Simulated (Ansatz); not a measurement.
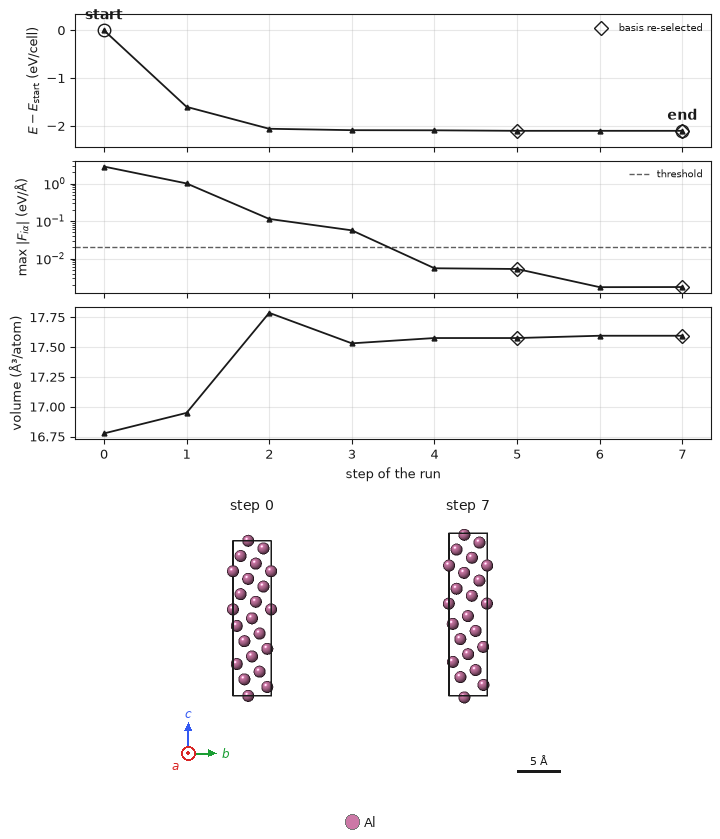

First and last geometry of a relaxation of an interface cell of composition Al, with the history of the run. Style: spheres-only. Shown: the cell of the calculation (origin shifted), along the a axis.

Case: symmetric tilt boundary Sigma 5 (2 1 0), mirror between planes, shift [0, 0.5].

Theory: DFT PBE, scalar-relativistic, plane waves, PAW in Ansatz 0.2.0. Set-up: plane-wave cutoff 420 eV; k-point mesh 10 × 10 × 2; occupations gaussian; smearing width 0.1 eV; no spin polarisation; cell relaxed at fixed a, b, alpha, beta, gamma; force threshold 0.02 eV/Å; at most 60 steps.

> What do the curves and the structures tell?

It converged. The largest moves relative to the cell, 0.20 Å, are those of Al atoms. Cell: a unchanged at 4.041 Å, b unchanged at 4.950 Å, c 18.374 → 19.271 Å (+4.9 %). Volume +4.9 %. Some distances before and after: Al–Al 2.249 → 2.686 Å, Al–Al 2.690 → 2.884 Å, Al–Al 2.858 → 2.794 Å, Al–Al 2.858 → 2.921 Å. After 5 accepted moves (7 points after the start) the energy has fallen by 2.100 eV per cell of the calculation. Largest force component: 2.8 eV/Å at the start, 0.0017 eV/Å at the end. The pressure goes from 4.25 to −1.03 GPa. At 2 points the geometry stayed and the basis and grid were re-selected for the new cell (energy shift of 10.6 meV per cell of the calculation at most each time). The run took 4.5 min on 4 threads of Arm Neoverse V1, on a shared host, peak memory 1.7 GiB.
